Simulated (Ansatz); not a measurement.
System: InAs (F-43m).

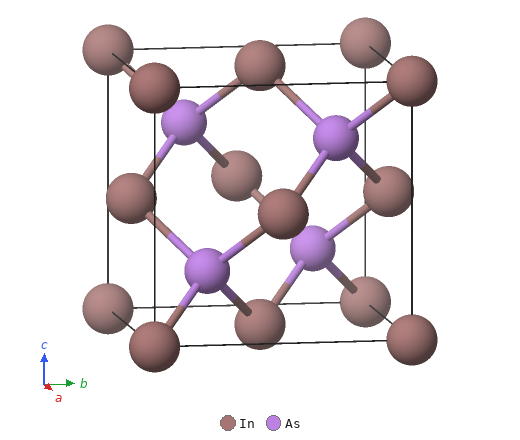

The structure (indium brown, arsenic purple). Bonds to atoms that aren't drawn are left out. Some periodic images of atoms are drawn too.

The database entry behind the starting cell differs from later determinations by our own check (about 0.4 % short), so it need not match the best structure at ambient conditions.

It takes space group F-43m (No. 216, cubic). The conventional cell has a = 6.036 Å, b = 6.036 Å, c = 6.036 Å, α = 90.00°, β = 90.00°, γ = 90.00°. In has 4 As at 2.61 Å nearest. Nearest to As lie 4 In at 2.61 Å. Farther neighbours are not listed.

```xyz
2
Lattice="0.0000 3.0180 3.0180 3.0180 0.0000 3.0180 3.0180 3.0180 0.0000" Properties=species:S:1:pos:R:3 pbc="T T T"
In    0.0000    0.0000    0.0000
As    1.5090    1.5090    1.5090
```

The cell and positions come from the Crystallography Open Database and are kept as given unless a step says otherwise.

Gaps computed with Ansatz 0.2.0 without a self-energy: r2SCAN 0.28 eV, r2SCAN+SOC 0.17 eV and HSE06+SOC 0.49 eV.

Estimate the G0W0@r2SCAN gap with 8×8×8 mesh, 493 empty bands, screening to 250 eV, hard PAW files.

About 0.48 eV: on its mesh the run moves the gap from 0.28 eV by +0.20 eV. Spin-orbit coupling is not in that value; its −0.11 eV at the r2SCAN level would bring it to about 0.37 eV. Bands and cutoff are finite, so the gap is not at the basis limit. The miss can reach some tenths of an eV and take either sign; the mesh is an error of its own. The RPA ε∞ on this mesh reaches over 25; with a narrow direct gap a coarse mesh can overstate it, and the correction is then too small. The many-body steps are scalar-relativistic: spin-orbit coupling is not in them.

[Paths, hosts, dates, memory and timing lines, banners, echoed tables and standing remarks are left out of the program output.]

[Logs are printed without paths, hosts, clocks, repeated set-up lines and the standing remarks that a program may print on its own settings, such as how far it seeks lower states.]

[Runs of the session that timed out or met a known fault of the program may be left out.]

[Cells called generated may have been cut or substituted from an entry of the Crystallography Open Database or the Materials Project.]

[Hosts, paths, dates, database ids (printed as entryN), source tags and the programs' standing remarks are cut or masked in the printed files.]
